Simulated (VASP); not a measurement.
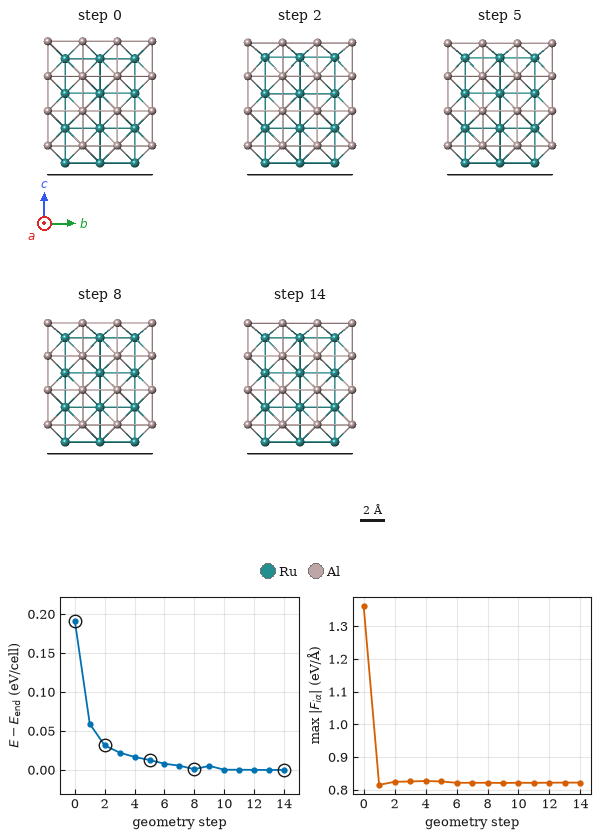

Frames of a relaxation of a slab of composition AlRu, marked on the history of the run. The picture is a ball-and-stick view of the 2 × 3 repeat of the cell, outlined in the plane, without the vacuum, seen along the a axis.

The run lets the atoms move in a fixed cell. 4 atoms are held fixed.

Theory: VASP, Kohn-Sham DFT of a periodic cell, PBE with D3(BJ), VASP PAW PBE potentials, recommended.

The input:
```
SYSTEM = AlRu
PREC = Accurate ; ENCUT = 520
EDIFF = 1E-7 ; ISMEAR = -1
SIGMA = 0.05 ; LREAL = .FALSE.
LASPH = .TRUE. ; NELM = 60
ALGO = Fast ; ISIF = 2
LWAVE = .FALSE. ; LCHARG = .FALSE.
LDIPOL = .TRUE. ; IDIPOL = 3
DIPOL = 0.5 0.5 0.500 ; GGA = PE
IVDW = 12 ; IBRION = 2
NSW = 40 ; EDIFFG = -0.01
```

Command:
```bash
cat potpaw_PBE.64/Ru_pv/POTCAR potpaw_PBE.64/Al/POTCAR > POTCAR
mpirun -np 1 vasp_std > vasp.out
```

Describe the path.

Over 14 geometry steps the energy falls by 0.192 eV per cell of the calculation. Largest force component: 1.4 eV/Å at the start, 0.82 eV/Å at the end. The largest move is that of an Al atom, 0.25 Å along the normal (−c). Largest moves by element: Al 0.25 Å, Ru 0.04 Å. The cell doesn't change. Some distances before and after: Al–Al 2.992 → 2.818 Å, Al–Ru 2.591 → 2.459 Å, Al–Al 2.992 → 2.916 Å, Al–Ru 2.591 → 2.631 Å. From step 0 to 2: Ru and Al atoms move most (0.11 Å), energy −0.160 eV per cell of the calculation. From step 2 to 5: an Al atom moves most (0.06 Å), energy −18.6 meV per cell of the calculation. From step 5 to 8: a Ru atom moves most (0.07 Å), energy −11.9 meV per cell of the calculation. From step 8 to 14: an Al atom moves most (0.02 Å), energy −0.9 meV per cell of the calculation.

```
step  E − E(0), meV/atom  largest force component, eV/Å
   0                0.00                         1.3627
   1              -16.55                         0.8153
   2              -20.02                         0.8247
   3              -21.17                         0.8257
   4              -21.87                         0.8271
   5              -22.35                         0.8258
   6              -22.96                         0.8217
   7              -23.26                         0.8217
   8              -23.83                         0.8218
   9              -23.29                         0.8212
  10              -23.92                         0.8218
  11              -23.92                         0.8215
  12              -23.94                         0.8220
  13              -23.95                         0.8222
  14              -23.95                         0.8222
```
